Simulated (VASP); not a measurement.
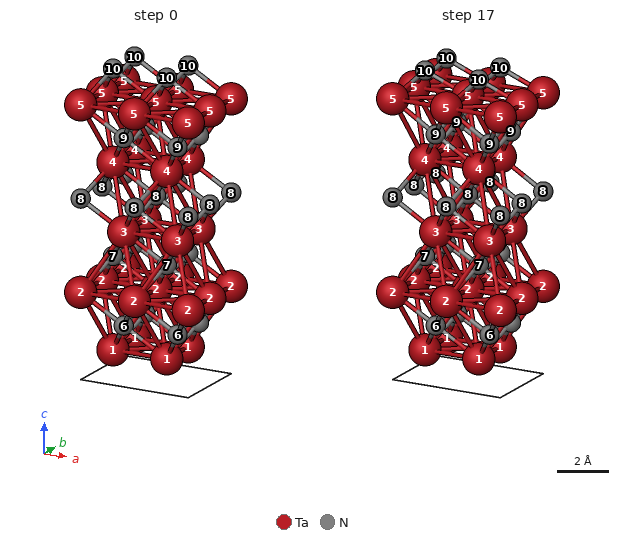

The structure of a slab of composition TaN before (left) and after (right) a relaxation, at one scale.

A ball-and-stick model of the 2 × 2 repeat of the cell, outlined in the plane, without the vacuum, seen slightly off an axis.

The run lets the atoms move in a fixed cell. 5 atoms are held fixed.

Method: VASP 6.6.1, Kohn-Sham DFT of a periodic cell, PBE with D3, VASP PAW PBE potentials, recommended.

Input
```
SYSTEM = TaN
  PREC = Accurate
  ENCUT = 520
  EDIFF = 1E-7
  ISMEAR = 0
  SIGMA = 0.05
  LREAL = .FALSE.
  LASPH = .TRUE.
  NELM = 80
  ALGO = Normal
  ISIF = 2
  LWAVE = .FALSE.
  LCHARG = .FALSE.
  LDIPOL = .TRUE.
  IDIPOL = 3
  DIPOL = 0.5 0.5 0.500
  GGA = PE
  IVDW = 11
  IBRION = 2
  NSW = 60
  EDIFFG = -0.02
```

Run as
```bash
cat potpaw_PBE.64/Ta_pv/POTCAR potpaw_PBE.64/N/POTCAR > POTCAR
mpirun -np 1 vasp_std > vasp.out
```

> Describe what moved and what it gained.

The largest move is that of Ta5, 0.24 Å along the normal (+c). Largest moves by element: Ta 0.24 Å, N 0.15 Å. The cell stays as it was. Some distances before and after: Ta5–N10 2.179 → 2.010 Å, Ta4–Ta5 3.082 → 3.195 Å, Ta3–Ta4 3.082 → 3.168 Å, Ta5–N9 2.179 → 2.237 Å. Bond angles that change, for instance: Ta5–N10–Ta5 90.0° → 100.1°, Ta5–N9–Ta5 90.0° → 87.0°, Ta4–N9–Ta5 90.0° → 92.1°. The energy falls by 0.905 eV per cell of the calculation in 17 geometry steps. The largest force component goes from 5.5 to 0.41 eV/Å.
